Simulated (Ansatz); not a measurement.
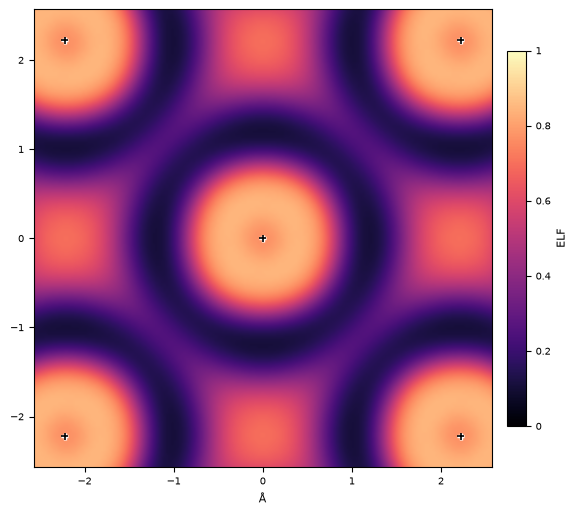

The ELF on a plane through atoms (crosses mark nuclei in the plane).

The calculation used Ansatz 0.2.0, Kohn-Sham DFT of a periodic cell, PBE, Ansatz PAW.

Candidates:
A. Hf, a = 4.44 Å, b = 4.44 Å, c = 4.44 Å, α = 90.00°, β = 90.00°, γ = 90.00°. Space group Fm-3m; computed pressure about 3 GPa in this cell.
B. Au, a = 2.88 Å, b = 2.88 Å, c = 4.03 Å, α = 90.00°, β = 90.00°, γ = 90.00°. Space group I4/mmm; computed pressure about 13 GPa in this cell.
C. Rh, a = 2.68 Å, b = 2.68 Å, c = 3.76 Å, α = 90.00°, β = 90.00°, γ = 90.00°. Space group I4/mmm; computed pressure about 10 GPa in this cell.

**Which system is this?**

Candidate A: Hf on the (100) plane of the conventional cell, which holds Hf. Hf–Hf (3.14 Å): the ELF is about 0.25 at the midpoint: no localised pair shows between them.
